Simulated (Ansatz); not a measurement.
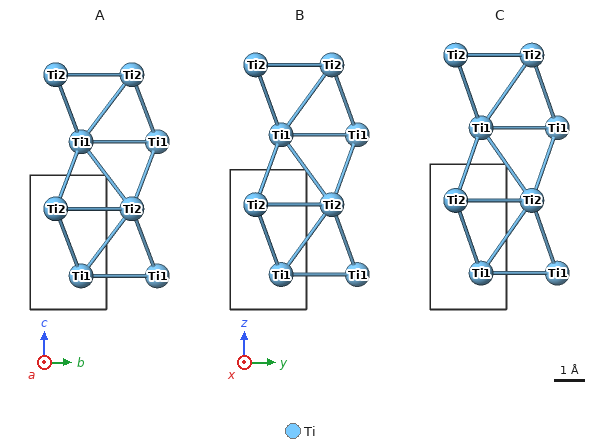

Frames of a one-coordinate scan of solid Ti (P6_3/mmc). x, y and z are the Cartesian axes of the input. A ball-and-stick model of the cell of the calculation, repeated 2 × 2 × 2 with one cell outlined, seen along the a axis.

These are results of Ansatz, DFT PBE, scalar-relativistic, plane waves, PAW, not measurements. Settings: plane-wave cutoff 420 eV; k-point mesh 18 × 18 × 10; occupations gaussian; smearing width 0.15 eV; no spin polarisation. Energies (free energies at the smearing named) are counted from the cell as listed in its source, which wasn't relaxed.

### Which coordinate changes from frame to frame?

The cell is strained along z alone, with the atoms kept at their fractional coordinates. In the frames the strain is −0.04 (A), 0.00 (B), 0.04 (C). Their energies are 8.5 meV/atom, 0.0 meV/atom, 23.2 meV/atom.
